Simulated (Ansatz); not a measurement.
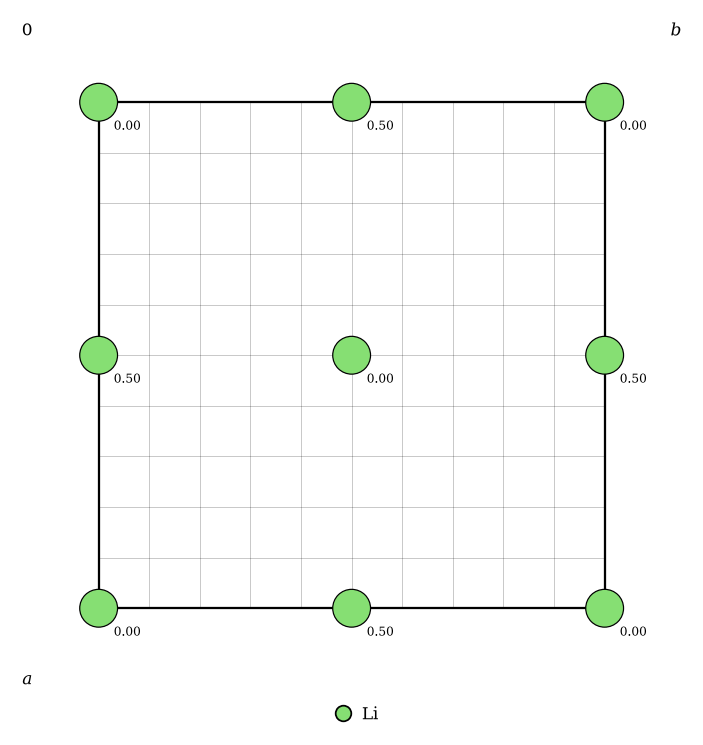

Plan of a unit cell projected along c (a down the page, b across); the numbers are heights as fractions of c, and atoms on the cell's edges are repeated. The grid marks tenths of a and b. Source: the input geometry of an electronic-structure calculation (not necessarily at equilibrium); the starting structure was generated, so it need not be a known form of this composition. The drawing is computed from the coordinates (standard cell, symmetry found to 0.002 Å).

a = 4.323 Å, b = 4.323 Å, c = 4.323 Å, α = 90.00°, β = 90.00°, γ = 90.00°.

What does the cell contain?

4 Li: Li, Z = 4.

Which space group?

Fm-3m, No. 225, face-centred cubic.

Give the fractional coordinates of all atoms, to two places.

```csv
atom,x,y,z
Li,0.00,0.00,0.00
Li,0.00,0.50,0.50
Li,0.50,0.00,0.50
Li,0.50,0.50,0.00
```
